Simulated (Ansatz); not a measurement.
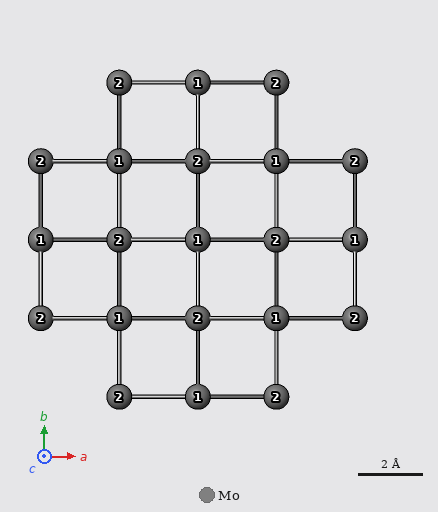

A crystal of Mo (a generated structure, set up in I4_1/amd), before the relaxation. The picture is a ball-and-stick view of the conventional cell (2 times the calculation's cell), seen along the c axis. Lengths and directions refer to the drawn axes.

Phase: beta-Sn type.

Level of theory: DFT, PBEsol, plane waves (420 eV) with PAW, scalar-relativistic in Ansatz.

Input
```yaml
crystal:
  lattice:
    - [-2.4655682571, 2.4655682571, 1.3462002684]
    - [2.4655682571, -2.4655682571, 1.3462002684]
    - [2.4655682571, 2.4655682571, -1.3462002684]
  atoms:
    - { symbol: Mo, position: [0.0, 0.0, 0.0] }
    - { symbol: Mo, position: [0.75, 0.25, 0.5] }
hamiltonian:
  xc: pbesol
  pseudopotentials:
    kind: paw
    azcp:
      Mo: "pseudopotentials/Mo.paw.azcp"
basis:
  ecutwfc: 420
  fft_grid_basis: typed
kpoints:
  mp_grid: { grid: [13, 13, 9], shift: [0, 0, 0] }
magnetization:
  spin_polarized: false
scf:
  occupations: { method: fermi_dirac, width: 0.1 }
relax:
  max_steps: 60
  f_tol: 0.01
  cell: {}
```

Where does the relaxation end?

Answer. Over 14 accepted moves (17 points after the start) the energy falls by 1.272 eV per cell of the calculation. The largest force component goes from 0.0038 to 0.00013 eV/Å. Pressure: −0.28 GPa at the start and 0.01 GPa at the end. The line search rejected the trial step at point 2 of the run. The SCF was repeated twice at an unchanged geometry on a basis and grid sized afresh for the cell, which shifted the energy by 37.9 meV per cell of the calculation at most. The atoms keep their places relative to the cell (all moves are under 0.005 Å). The volume changes by −4.8 %, with a = b 4.931 → 5.176 Å (+5.0 %), c 2.692 → 2.625 Å (−2.5 %), γ 90.0° → 62.4°. Some distances before and after: Mo1–Mo1 3.738 → 2.987 Å, Mo1–Mo2 2.556 → 2.670 Å, Mo1–Mo1 (another image) 2.692 → 2.625 Å. Among the angles between lasting bonds that change: Mo2–Mo1–Mo2 94.0° → 68.0°, Mo2–Mo1–Mo2 94.0° → 119.7°, Mo2–Mo1–Mo2 149.5° → 151.5°. The space group (tolerance 0.01 Å) goes from I4_1/amd (No. 141) to Fddd (No. 70). The program noted that a PAW file was made for another functional than the run's. The run took 110 s on 2 threads of Intel(R) Xeon(R) Platinum 8259CL CPU @ 2.50GHz (Skylake/Cascade Lake), on a shared host, peak memory 0.59 GiB.

The structure at the end:

```xyz
2
Lattice="-1.8975 1.8973 1.3125 1.8973 -1.8975 1.3125 3.1301 3.1301 -1.3129" Properties=species:S:1:pos:R:3 pbc="T T T"
Mo   -1.8973    1.8971    1.3125
Mo    0.6161    2.5138    0.6560
```

The end point in the same view:

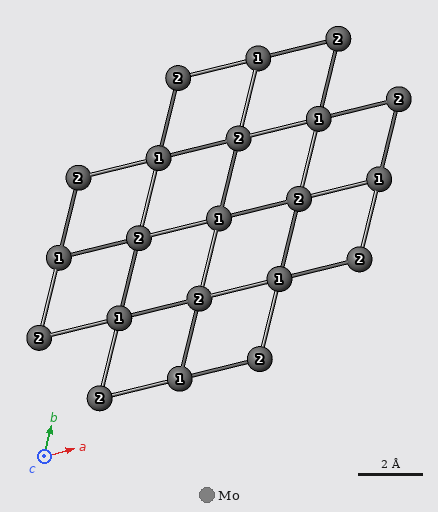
